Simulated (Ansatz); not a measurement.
# Mending a geometry relaxation on TaAs

System: TaAs (Fm-3m, 2 atoms in the cell).
Method of run 1: DFT, PBE, plane waves, PAW, Ueff = 30 eV on Ta f (Ansatz 0.2.0).

The structure was made by swapping elements on the sites of another compound; it need not be a known phase. Text and figures count atoms from 1; the logs count them from 0 in places.

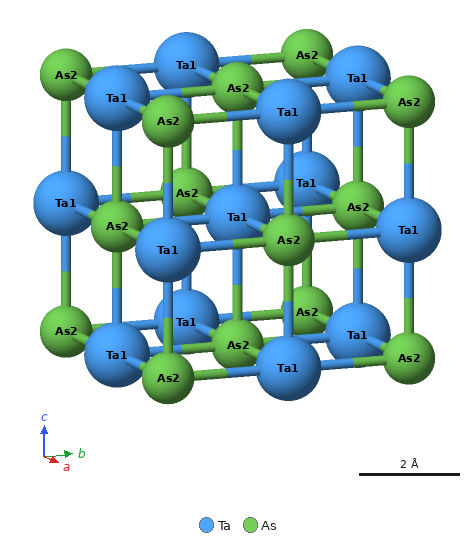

Figure 1. The structure as given in the input (ball-and-stick view of the cell 4 times as large as that of the calculation, set on its symmetry axes, seen slightly off an axis; atoms are numbered from 1 in the order of the input). Near neighbours in the crystal (not all of them lie inside the picture): Ta has 6 As at 2.63 Å; As has 6 Ta at 2.63 Å.

The input, run 1:
```yaml
crystal:
  lattice:
    - [0.0, 2.6333304055, 2.6333304055]
    - [2.6333304055, 0.0, 2.6333304055]
    - [2.6333304055, 2.6333304055, 0.0]
  atoms:
    - { symbol: Ta, position: [0.5, 0.5, 0.5] }
    - { symbol: As, position: [0.0, 0.0, 0.0] }
basis:
  ecutwfc: 420
kpoints:
  mp_grid: { grid: [14, 14, 14] }
hamiltonian:
  xc: pbe
  hubbard: { sites: [{ species: Ta, l: f, u_eff: 30.0 }] }
scf:
  occupations: { method: gaussian, width: 0.1 }
  max_iter: 80
output:
  forces: true
  eigenvalues: true
  stress: true
relax:
  adjacent_minimum: "off"
  f_tol: 0.01
  max_steps: 60
  cell: { stress_tol: 0.1 }
```

Command:
```bash
ansatz run input.yaml --threads 1 --pin off --max-ram 2560MiB --backend cpu --events-out ev --progress --plain --runs-dir out
```

Hardware: 1 thread of AMD EPYC (Zen 5), 32 GiB of memory available, shared host.

Output (run 1):
```
Error: inconsistent input (hamiltonian.hubbard.sites[].l, hamiltonian.hubbard.sites[].shell): hamiltonian.hubbard: the Ta pseudopotential carries no l=3 pseudo-atomic shell — pick an l its table provides
```

> Diagnose this run and give a change of the input that cures it.

The input was spoiled on purpose: a U on a shell that isn't there (`hamiltonian.hubbard`). The program refused the input: “inconsistent input (hamiltonian.hubbard.sites[].l, hamiltonian.hubbard.sites[].shell): hamiltonian.hubbard: the Ta pseudopotential carries no l=3 pseudo-atomic shell — pick an l its table provides”

A run of the same system that converges differs from this input as follows (lines with − go, lines with + come):
```diff
-  hubbard: { sites: [{ species: Ta, l: f, u_eff: 30.0 }] }
-  max_iter: 80
```

Output, shortened to warnings, some set-up lines, iterations and results (run 2):
```
Basis set: ecut = 420 eV, 725 PW (Γ), exchange–correlation on 50×50×50 points (8 copies of the dense FFT grid, shifted against one another)
Symmetry: 48 space group operations
k-points: 104 of 2744
Initial density: superposition of atomic densities (neutral atoms: chi_scale 0, normalization atom), corrected by the library's trained network
[...]
SCF iter   1: F=—  HF=-14788.335595 eV  |F-HF|=—  |Δ(HF+E_count)|=         —  Δρ=4.84e-3  dr2=9.89e-3  ethr=1.77e-3  ⟨swp⟩=5.4  Hψ=20033  notcnv=0  defer=7
SCF iter   2: F=—  HF=-14788.333446 eV  |F-HF|=—  |Δ(HF+E_count)|=   2.15e-3  Δρ=2.44e-3  dr2=1.96e-3  ethr=3.53e-5  ⟨swp⟩=1.0  Hψ=3122  notcnv=0  defer=23
SCF iter   3: F=—  HF=-14788.333213 eV  |F-HF|=—  |Δ(HF+E_count)|=   2.34e-4  Δρ=6.55e-4  dr2=1.15e-4  ethr=6.99e-6  ⟨swp⟩=2.0  Hψ=3345  notcnv=0  defer=23
SCF iter   4: F=—  HF=-14788.333160 eV  |F-HF|=—  |Δ(HF+E_count)|=   5.28e-5  Δρ=2.98e-4  dr2=2.42e-5  ethr=4.12e-7  ⟨swp⟩=2.0  Hψ=3385  notcnv=0  defer=23
SCF iter   5: F=—  HF=-14788.333162 eV  |F-HF|=—  |Δ(HF+E_count)|=   2.07e-6  Δρ=5.60e-5  dr2=1.41e-6  ethr=8.66e-8  ⟨swp⟩=2.4  Hψ=3435  notcnv=0  defer=23
SCF iter   6: F=-14788.333161 eV  HF=-14788.333161 eV  |F-HF|=2.69e-8  |Δ(HF+E_count)|=   6.57e-7  Δρ=1.14e-5  dr2=3.95e-8  ethr=3.57e-10  ⟨swp⟩=7.0  Hψ=11129  notcnv=0
SCF 1 converged in 6 iterations: F = -14788.333161 eV  dr2 = 3.95e-8
relax step   1: F+E_penalty+E_count = -14788.33316111 eV  Δ(F+E_penalty+E_count) = +0.000e0 eV  max|allowed force component| = 1.466e-29 eV/Å  Δτ_max = 0.0000 Å  P = -0.047 …
SCF iter   1: F=—  HF=-14788.333160 eV  |F-HF|=—  |Δ(HF+E_count)|=         —  Δρ=1.14e-5  dr2=3.96e-8  ethr=2.97e-8  ⟨swp⟩=3.0  Hψ=16472  notcnv=0
SCF iter   2: F=—  HF=-14788.333161 eV  |F-HF|=—  |Δ(HF+E_count)|=   1.42e-6  Δρ=8.38e-6  dr2=2.47e-8  ethr=1.41e-10  ⟨swp⟩=2.0  Hψ=3430  notcnv=0
SCF iter   3: F=—  HF=-14788.333161 eV  |F-HF|=—  |Δ(HF+E_count)|=   2.93e-9  Δρ=4.84e-6  dr2=8.91e-9  ethr=8.82e-11  ⟨swp⟩=1.0  Hψ=2288  notcnv=0
SCF iter   4: F=-14788.333161 eV  HF=-14788.333161 eV  |F-HF|=2.55e-11  |Δ(HF+E_count)|=   1.57e-9  Δρ=5.84e-7  dr2=7.88e-11  ethr=1.00e-12  ⟨swp⟩=4.1  Hψ=8663  notcnv=0
SCF 2 converged in 4 iterations: F = -14788.333161 eV  dr2 = 7.88e-11
relax step   2: F+E_penalty+E_count = -14788.33316113 eV  Δ(F+E_penalty+E_count) = -1.963e-8 eV  max|allowed force component| = 1.614e-29 eV/Å  Δτ_max = 0.0000 Å  P = -0.047 …
basis re-selected at this cell: Δ(F+E_penalty+E_count) = -1.963e-8 eV, ΔP = +0.000 GPa vs the last step (what re-selecting the basis moved, of the pressure what is left beyond the Pulay correction that the steps carried, after the strain that the cell walked since its last selection, with what the …
SCF converged after 4 iterations
Free energy (F): -14788.333161 eV
Harris-Foulkes:  -14788.333161 eV  (|F-HF|=2.55e-11)
Internal energy: -14788.325049 eV  (E = F + TS)
E sigma→0 (E₀):  -14788.329105 eV
Entropy (-TS):   -0.008112 eV (-4.056 meV/atom)
Fermi energy:    16.832148 eV
--- Per-component energies (eV) ---
  E_band       = -298.606479
  E_kinetic    = 471.183084
  E_local      = -2097.486210  (includes V_loc(G=0)·N_el)
  E_nonlocal   = -655.397196
  E_hartree    = 1075.002668
  E_xc         = -298.249165
  E_vxc        = -284.241353  (∫ρ·V_xc dr)
  E_paw        = -10232.885529  (= ΣΔE_a)
  E_vpaw       = 117.329797  (= ΣTr[D̂ρ^β])
  E_aug_tail   = 0.000144  (compensation charges beyond the density's cutoff)
  E_ewald      = -3050.492846
  E_smearing   = -0.008112  (= −TS)
  E_closure    = 0.000000  (closes the sum)
  Σ components = -14788.333161   (vs F -14788.333161, Δ=0.00e0)
--- Forces (eV/Å), atoms counted from 1 ---
  atom   1  Ta     0.00000000    -0.00000000    -0.00000000
  atom   2  As    -0.00000000     0.00000000     0.00000000
  max |Σ_I F_I| component: 2.66e-29 eV/Å
--- Stress (GPa, compression-positive) ---
       -0.047043      -0.000000       0.000000
       -0.000000      -0.047043       0.000000
        0.000000       0.000000      -0.047043
  P = ⅓ Tr σ = -0.0470 GPa (-0.470 kbar)
--- Relaxed structure (1 steps of the walk, 1 accepted, 1 SCFs on fresh bases) ---
  F+E_penalty+E_count = -14788.33316113 eV   max|allowed force component| = 1.614e-29 eV/Å   (the final SCF, on the basis selected at the relaxed cell)
  cell:  # Å, volume = 36.5213 Å³
    - [0.0, 2.6333304055, 2.6333304055]
    - [2.6333304055, 0.0, 2.6333304055]
    - [2.6333304055, 2.6333304055, 0.0]
  atoms:
    - { symbol: Ta, position: [0.5, 0.5, 0.5] }
    - { symbol: As, position: [0.0, 0.0, 0.0] }
```

The two runs side by side:

```csv
quantity,run 1,run 2
outcome,refused,converged
free energy per atom (eV),–,−7394.1666
gap on the mesh (eV),–,0.00
pressure (GPa),–,−0.05
volume per atom (Å³),–,18.26
largest force (eV/Å),–,0.000
SCF iterations,–,10
irreducible k-points,–,104
```

Notes on run 2: Spin–orbit coupling is left out, which matters for Ta.
